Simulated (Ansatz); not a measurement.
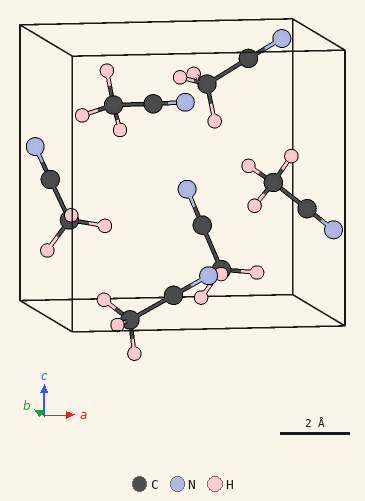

Starting frame of a dynamics run of a periodic cell with 6 CH3CN at 0.784 g/cm³. The picture is a ball-and-stick view of the simulation cell, seen slightly off an axis.

The calculation used DFT PBE, scalar-relativistic, plane waves, PAW in Ansatz.

The input:
```yaml
accuracy: low
crystal:
  lattice:
    - [8.051748, 0.0, 0.0]
    - [0.0, 8.051748, 0.0]
    - [0.0, 0.0, 8.051748]
  atoms:
    - { symbol: C, position: [0.26776574, 0.62585298, 0.74131874] }
    - { symbol: C, position: [0.38788941, 0.49277671, 0.75829796] }
    - { symbol: "N", position: [0.48552586, 0.38733455, 0.77370417] }
    - { symbol: H, position: [0.30776559, 0.70923919, 0.64073997] }
    - { symbol: H, position: [0.1434684, 0.5761121, 0.71212781] }
    - { symbol: H, position: [0.25726223, 0.69674029, 0.8581956] }
    - { symbol: C, position: [0.13911571, 0.7970979, 0.30779814] }
    - { symbol: C, position: [0.08940927, 0.90360606, 0.44375262] }
    - { symbol: "N", position: [0.05044761, 0.98829901, 0.55431142] }
    - { symbol: H, position: [0.06341176, 0.82476581, 0.19590684] }
    - { symbol: H, position: [0.27329323, 0.81654205, 0.28133325] }
    - { symbol: H, position: [0.12024848, 0.66425838, 0.34033796] }
    - { symbol: C, position: [0.78924628, 0.28790513, 0.48733611] }
    - { symbol: C, position: [0.92384684, 0.34469131, 0.38306821] }
    - { symbol: "N", position: [1.03038202, 0.39344877, 0.29845257] }
    - { symbol: H, position: [0.71854749, 0.39394102, 0.53716132] }
    - { symbol: H, position: [0.70510207, 0.20873544, 0.41378577] }
    - { symbol: H, position: [0.84123615, 0.21450047, 0.59028211] }
    - { symbol: C, position: [0.67358041, 0.952283, 0.77144124] }
    - { symbol: C, position: [0.81453764, 0.89559887, 0.86778726] }
    - { symbol: "N", position: [0.92823591, 0.84781176, 0.94296428] }
    - { symbol: H, position: [0.65032296, 1.08519175, 0.79388556] }
    - { symbol: H, position: [0.69760225, 0.93073583, 0.6386389] }
    - { symbol: H, position: [0.56134648, 0.88239814, 0.80621874] }
    - { symbol: C, position: [0.23696502, 0.15106345, 0.01689508] }
    - { symbol: C, position: [0.3934099, 0.13340534, 0.10448248] }
    - { symbol: "N", position: [0.51979267, 0.12133216, 0.17421288] }
    - { symbol: H, position: [0.16839198, 0.03266506, 0.01301196] }
    - { symbol: H, position: [0.1593151, 0.24392605, 0.08091057] }
    - { symbol: H, position: [0.26122568, 0.19214149, -0.11084482] }
    - { symbol: C, position: [0.65252566, 0.56743821, 0.14268422] }
    - { symbol: C, position: [0.59671533, 0.64248744, 0.29672849] }
    - { symbol: "N", position: [0.55241574, 0.70191415, 0.42123546] }
    - { symbol: H, position: [0.78698753, 0.58668408, 0.12711354] }
    - { symbol: H, position: [0.62559779, 0.43352601, 0.14247948] }
    - { symbol: H, position: [0.58885081, 0.62393484, 0.03621942] }
basis:
  ecutwfc: 420.0
kpoints:
  mp_grid: { grid: [1, 1, 1] }
hamiltonian:
  xc: pbe
scf:
  occupations: { method: fermi_dirac, width: 0.02 }
  lower_state_search: "off"
md:
  timestep: 0.75
  n_steps: 300
  ensemble: nvt_langevin
  temperature: 300.0
  initial_velocities: maxwell_boltzmann
  seed: 285657
  friction: 0.02
```

Run as
```bash
ansatz run input.yaml --threads 1 --pin off --max-ram 3072MiB --backend cpu --events-out ev --progress --plain --runs-dir out
```

Predict how the run goes.

Over the second half the temperature averages 291 K (spread ±31 K). The potential energy in the second half lies on average 36.6 meV per atom above the first frame. Root-mean-square distances from the starting positions over the second half, with the common drift of all atoms taken out: H 0.81 Å, N 0.50 Å, C 0.42 Å. The heavy atoms stay within a fraction of a molecule's size of their starting places, while the hydrogen atoms travel further, as molecules turn; so short a run doesn't tell a liquid from a solid.

Along the run (each row but the first and the last is the mean over the interval that it begins):

| time (fs) | potential energy (meV/atom) | T (K) |
| --- | --- | --- |
| 0.0 | 0.0 | 292 |
| 22.5 | 22.3 | 206 |
| 45.0 | 22.3 | 197 |
| 67.5 | 26.9 | 244 |
| 90.0 | 33.8 | 310 |
| 112.5 | 36.5 | 282 |
| 135.0 | 35.1 | 325 |
| 157.5 | 38.8 | 300 |
| 180.0 | 36.0 | 279 |
| 202.5 | 36.6 | 271 |
| 225.0 | 36.5 | 260 |

The paths of the atoms:

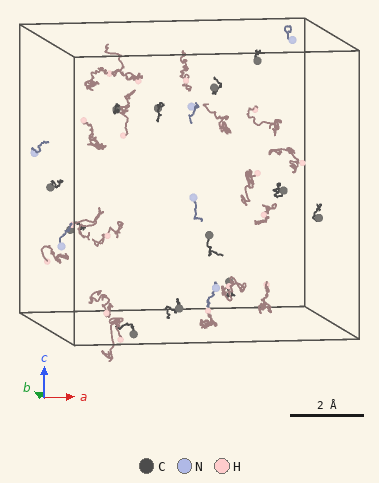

Limits of the set-up: the program's low-accuracy preset was used; the periodic images lie only 8.1 Å apart, so the values are limited by the cell's size.

The run took 12 min on 1 thread of Arm Neoverse V2 (shared host), peak memory 0.5 GiB.
